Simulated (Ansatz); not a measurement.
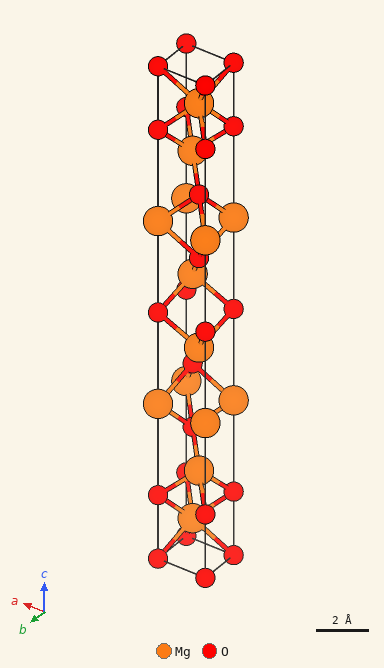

Ball-and-stick drawing of the structure, looking from a general direction. The conventional unit cell is outlined; an atom on or near a face, edge or corner is repeated at each equivalent position.

MgO, space group P-3m1 (No. 164), a = 2.96 Å, b = 2.96 Å, c = 20.11 Å, α = 90.00°, β = 90.00°, γ = 120.00°.

All computed values are from DFT PBEsol, scalar-relativistic, plane waves, PAW in Ansatz. Settings: 420 eV cutoff, k-grid 12×12×2, Gaussian smearing of 0.02 eV, no spin polarisation.

### How large a gap does the method give, if there is one?

An insulator at this level, with a gap of 3.70 eV on the k-mesh (the true edges may lie between mesh points, so the gap can be somewhat smaller).

Origin of the cell: a structure type filled with these elements by a generator (whether the compound takes this form wasn't checked). It is drawn as it came out of a relaxation with DFT PBEsol, scalar-relativistic, plane waves, PAW (Ansatz 0.2.0).
